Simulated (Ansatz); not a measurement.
# Single-point calculation, with input and output: MoTe$_{2}$

MoTe$_{2}$ (6 atoms in the cell), computed with DFT r2SCAN, scalar-relativistic, plane waves, PAW, no spin polarisation (Ansatz 0.2.0).

The structure derives from a Materials Project entry. Figures and captions count atoms from 1; the log counts them from 0 in places.

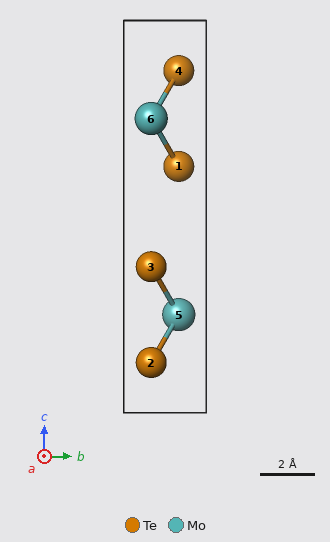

The structure as given in the input (ball-and-stick view of the cell of the calculation, along the a axis; atoms are numbered from 1 in the order of the input). Near neighbours in the crystal (not all of them lie inside the picture): Te has 3 Mo at 2.73 Å; Mo has 6 Te at 2.73 Å.

### Input
```yaml
crystal:
  lattice:
    - [3.5656545593, 0.0, 0.0]
    - [-1.7828272797, 3.0879474295, 0.0]
    - [0.0, 0.0, 14.64777841]
  atoms:
    - { symbol: Te, position: [0.33333333, 0.66666667, 0.62782269] }
    - { symbol: Te, position: [0.66666667, 0.33333333, 0.12782269] }
    - { symbol: Te, position: [0.66666667, 0.33333333, 0.37217731] }
    - { symbol: Te, position: [0.33333333, 0.66666667, 0.87217731] }
    - { symbol: Mo, position: [0.33333333, 0.66666667, 0.25] }
    - { symbol: Mo, position: [0.66666667, 0.33333333, 0.75] }
basis:
  ecutwfc: 500
kpoints:
  mp_grid: { grid: [6, 6, 2] }
hamiltonian:
  xc: r2scan
scf:
  occupations: { method: gaussian, width: 0.1 }
output:
  forces: true
  stress: true
  eigenvalues: true
```

Run on 2 threads of Oxide Virtual Turin-like (Zen 5), 32 GiB of memory available, shared host.

Command:
```bash
ansatz run input.yaml --threads 2 --pin off --max-ram 5120MiB --backend cpu --events-out ev --progress --plain --runs-dir out
```

### Output
```
Engine: ansatz 0.2.0, x86_64-unknown-linux-gnu
Pseudopotentials: kind: paw
Pseudopotential: Te, paw, valence charge 16, recommended cutoff 500 eV (meta_gga), Te.paw.azcp
Pseudopotential: Mo, paw, valence charge 14, recommended cutoff 500 eV (meta_gga), Mo.paw.azcp
Functional definition: r2SCAN
  parameter k0 = 0.174
  parameter k1 = 0.065
  parameter a1 = 4.9479
  exchange = r2scan_x(k0 = k0, k1 = k1, a1 = a1)
  correlation = r2scan_c
Crystal: 6 atoms, lattice volume = 161.280 Å³
Basis set: ecut = 500 eV, 4133 PW (Γ), exchange–correlation on 108×108×432 points (64 copies of the dense FFT grid, shifted against one another)
Bands: 56, of which v1, the nominal top of the filled ones, is band 46 counted from 1 (45 counted from 0)
Symmetry: 24 space group operations
Space group: P63/mmc (ITA 194), of the structure as read, at distance tolerance 5.4e-5 Å
k-points: 14 of 72
Non-local potential: Te, projectors of the file, l = 0: 2, l = 1: 2, l = 2: 2, l = 3: 2
Non-local potential: Mo, projectors of the file, l = 0: 3, l = 1: 2, l = 2: 2, l = 3: 1
PAW form: soft (Blöchl's): semilocal exchange-correlation on the pseudo side does not see the compensation charge
PAW frozen core: Te, regenerated for the run's functional (the file was generated under x = pbe(κ = 0.804, μ = 0.2195149727645171), c = pbe(β = 0.06672455060314922))
PAW frozen core: Mo, regenerated for the run's functional (the file was generated under x = pbe(κ = 0.804, μ = 0.2195149727645171), c = pbe(β = 0.06672455060314922))
PAW one-centre angular grid: Te, 590 points (default); XC on 160 Gauss nodes
PAW one-centre angular grid: Mo, 590 points (default); XC on 160 Gauss nodes
Initial density: superposition of atomic densities (neutral atoms: chi_scale 0, normalization atom), corrected by the library's trained network
Initial wavefunctions: pseudopotential atomic-orbital guess
Functional: x = r2scan, c = r2scan; τ floored in thin density (d = 2e-4 eV/Å³)
SCF iter   1: F=—  HF=-37916.238112 eV  |F-HF|=—  |Δ(HF+E_count)|=         —  Δρ=7.81e-3  dr2=1.73e-1  dr2_τ=3.86e-2  ethr=1.77e-3  ⟨swp⟩=7.4  Hψ=3033  notcnv=0
preconditioner: auto → Resta (q_TF=auto, 2.485 Å⁻¹)  ε∞=6.1  [insulator: Δε(μ)=1.039 eV  Ē_g=7.775 eV  σ=0.100 eV  W_gap=1.00  n_scr=52 (ndim 8)  ℏωp=17.5 eV  f_vac=0.060  D(μ)=0.00/eV (n_scr^D=0)  ε∞_Penn≈6.1]
SCF iter   2: F=—  HF=-37916.296274 eV  |F-HF|=—  |Δ(HF+E_count)|=   5.82e-2  Δρ=4.30e-3  dr2=3.78e-2  dr2_τ=9.99e-3  ethr=1.88e-4  ⟨swp⟩=2.0  Hψ=1240  notcnv=0  defer=41
SCF iter   3: F=—  HF=-37916.297000 eV  |F-HF|=—  |Δ(HF+E_count)|=   7.27e-4  Δρ=2.54e-3  dr2=3.84e-3  dr2_τ=2.64e-4  ethr=4.10e-5  ⟨swp⟩=2.0  Hψ=815  notcnv=0  defer=13
automatic band count: iteration 3 solves 54 bands in place of 56: the levels show a gap, and the empty bands left out lie too high to hold charge; the band table lists the bands solved (type scf.n_extra_bands for more)
SCF iter   4: F=—  HF=-37916.302122 eV  |F-HF|=—  |Δ(HF+E_count)|=   5.12e-3  Δρ=2.48e-4  dr2=7.32e-5  dr2_τ=6.47e-6  ethr=4.18e-6  ⟨swp⟩=2.0  Hψ=1079  notcnv=0  defer=13
SCF iter   5: F=—  HF=-37916.302290 eV  |F-HF|=—  |Δ(HF+E_count)|=   1.69e-4  Δρ=6.55e-5  dr2=6.71e-6  dr2_τ=3.01e-7  ethr=7.95e-8  ⟨swp⟩=3.0  Hψ=1558  notcnv=0  defer=13
SCF iter   6: F=—  HF=-37916.302297 eV  |F-HF|=—  |Δ(HF+E_count)|=   6.88e-6  Δρ=1.63e-5  dr2=5.75e-7  dr2_τ=1.43e-8  ethr=7.29e-9  ⟨swp⟩=2.0  Hψ=995  notcnv=0  defer=13
SCF iter   7: F=-37916.302298 eV  HF=-37916.302298 eV  |F-HF|=2.19e-8  |Δ(HF+E_count)|=   6.83e-7  Δρ=4.27e-6  dr2=2.57e-8  dr2_τ=1.65e-9  ethr=1.09e-10  ⟨swp⟩=8.1  Hψ=3126  notcnv=0
SCF 1 converged in 7 iterations: F = -37916.302298 eV  dr2 = 2.57e-8
  greatest PAW one-centre occupation: 0.997 electrons in one spin orbital (limit 2), on the Te atom at site 3 (counted from 0), in its partial waves of l = 2
SCF converged after 7 iterations
Free energy (F): -37916.302298 eV
Harris-Foulkes:  -37916.302298 eV  (|F-HF|=2.19e-8)
Internal energy: -37916.302298 eV  (E = F + TS)
E sigma→0 (E₀):  -37916.302298 eV
Fermi energy:    11.555366 eV
--- Per-component energies (eV) ---
  E_band       = -1330.676205
  E_kinetic    = 1603.619058
  E_local      = -8430.696319  (includes V_loc(G=0)·N_el)
  E_nonlocal   = -953.675397
  E_hartree    = 4602.817432
  E_xc         = -817.787093
  E_vxc        = -958.826667  (∫ρ·V_xc dr)
  E_paw        = -25182.322115  (= ΣΔE_a)
  E_vpaw       = -1857.754980  (= ΣTr[D̂ρ^β])
  E_aug_tail   = -0.000162  (compensation charges beyond the density's cutoff)
  E_vtau       = 61.022836  (kinetic-family band-sum trace: ∫τ·v_τ [+ j·A + Jᵃ·Aᵃ] dr)
  E_ewald      = -8738.954718
  E_core_change = 0.697015  (= ΣΔE_core)
  E_smearing   = -0.000000  (= −TS)
  E_closure    = 0.000000  (closes the sum)
  Σ components = -37916.302298   (vs F -37916.302298, Δ=0.00e0)
--- Forces (eV/Å), atoms counted from 1 ---
  atom   1  Te     0.00000000    -0.00000000     0.01281090
  atom   2  Te    -0.00000000     0.00000000     0.01281090
  atom   3  Te    -0.00000000     0.00000000    -0.01281090
  atom   4  Te     0.00000000    -0.00000000    -0.01281090
  atom   5  Mo     0.00000000    -0.00000000    -0.00000000
  atom   6  Mo    -0.00000000     0.00000000     0.00000000
  max |Σ_I F_I| component: 1.73e-17 eV/Å
--- Stress (GPa, compression-positive) ---
       -0.100151       0.000000      -0.000000
       -0.000000      -0.100151       0.000000
       -0.000000       0.000000       0.017702
  P = ⅓ Tr σ = -0.0609 GPa (-0.609 kbar)
--- Band table (eV; the first three rows and the last of 14) ---
  k-point 0: bands = ["-51.6940", "-51.6940", "-26.4511", "-26.4511", "-26.4510", "-26.4510", "-26.4326", "-26.4326", "-26.4325", "-26.4325", "-26.3773", "-26.3773", "-26.3768", "-26.3768", "-26.3635", "-26.3635", "-26.3631", "-26.3631", "-26.3487", "-26.3480", "-26.3379", "-26.3372", "-25.0961", "-25.0961", "-24.9756", "-24.9756", "-24.9756", "-24.9756", "-2.2075", "-2.0406", "-1.2159", "-0.9394", "5.3479", "6.2289", "8.3352", "9.1403", "9.1403", "9.1489", "9.1489", "9.9468", "9.9468", "9.9656", "9.9656", "10.2480", "10.3693", "11.0462", "14.0678", "14.0678", "14.1366", "14.1366", "14.3438", "14.3438", "14.4789", "14.4789"]
  k-point 1: bands = ["-51.6940", "-51.6940", "-26.4511", "-26.4511", "-26.4511", "-26.4511", "-26.4325", "-26.4325", "-26.4325", "-26.4325", "-26.3770", "-26.3770", "-26.3770", "-26.3770", "-26.3633", "-26.3633", "-26.3633", "-26.3633", "-26.3484", "-26.3484", "-26.3375", "-26.3375", "-25.0961", "-25.0961", "-24.9756", "-24.9756", "-24.9756", "-24.9756", "-2.1338", "-2.1338", "-1.0691", "-1.0691", "5.7156", "5.7156", "9.1446", "9.1446", "9.1446", "9.1446", "9.1556", "9.1556", "9.9563", "9.9563", "9.9563", "9.9563", "10.9052", "10.9052", "14.0944", "14.0944", "14.0944", "14.0944", "14.4190", "14.4190", "14.4190", "14.4190"]
  k-point 2: bands = ["-51.6918", "-51.6918", "-26.4470", "-26.4469", "-26.4454", "-26.4453", "-26.4392", "-26.4391", "-26.4276", "-26.4275", "-26.3798", "-26.3793", "-26.3784", "-26.3781", "-26.3716", "-26.3712", "-26.3640", "-26.3635", "-26.3466", "-26.3461", "-26.3350", "-26.3344", "-25.0753", "-25.0753", "-25.0103", "-25.0103", "-24.9813", "-24.9812", "-1.8238", "-1.6608", "-0.9448", "-0.6901", "5.7535", "6.6069", "8.0268", "8.3377", "8.3795", "8.8572", "9.4343", "9.4567", "9.4840", "9.5154", "9.8191", "10.2571", "10.6192", "10.6768", "13.0137", "13.2727", "13.3011", "13.4905", "13.6253", "13.8049", "14.3036", "14.4839"]
  k-point 13: bands = ["-51.6843", "-51.6843", "-26.4619", "-26.4619", "-26.4335", "-26.4335", "-26.4211", "-26.4211", "-26.4204", "-26.4204", "-26.3999", "-26.3999", "-26.3830", "-26.3830", "-26.3690", "-26.3690", "-26.3687", "-26.3687", "-26.3434", "-26.3434", "-26.3252", "-26.3252", "-25.0939", "-25.0939", "-25.0386", "-25.0386", "-25.0048", "-25.0048", "0.1938", "0.1938", "0.4742", "0.4742", "6.2872", "6.2872", "6.4018", "6.4018", "7.0459", "7.0459", "7.5915", "7.5915", "8.1253", "8.1253", "9.1034", "9.1034", "10.9553", "10.9553", "12.0831", "12.0831", "12.9879", "12.9879", "13.5785", "13.5785", "15.0119", "15.0119"]
```

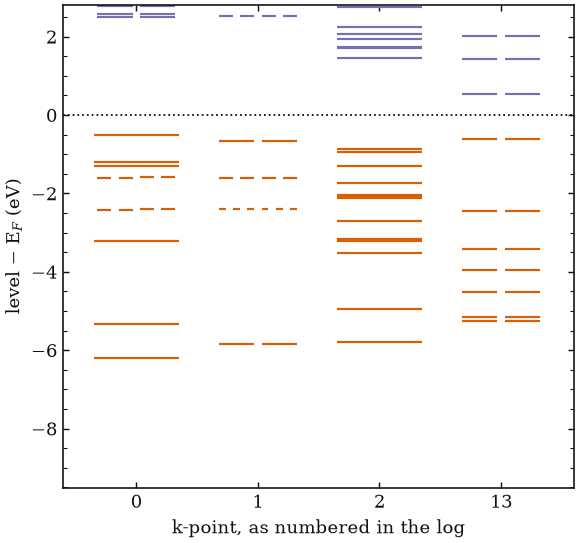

Kohn–Sham levels near the Fermi level (dotted) at the few k-points that the log prints; levels within 0.02 eV of each other stand side by side. Among these points the highest filled and lowest empty levels are 1.04 eV apart, which is the gap on the mesh.

### Results in brief

```csv
quantity,value
outcome,converged
space group (tolerance 0.01 Å),P6₃/mmc (194)
electrons treated,92
free energy,−37916.3023 eV
Fermi energy,11.555 eV
gap on the k-point mesh,1.03 eV
pressure,−0.06 GPa
largest force (length of the vector),0.013 eV/Å
wall time,6.3 s (CPU time 12 s)
peak memory,0.87 GiB
```
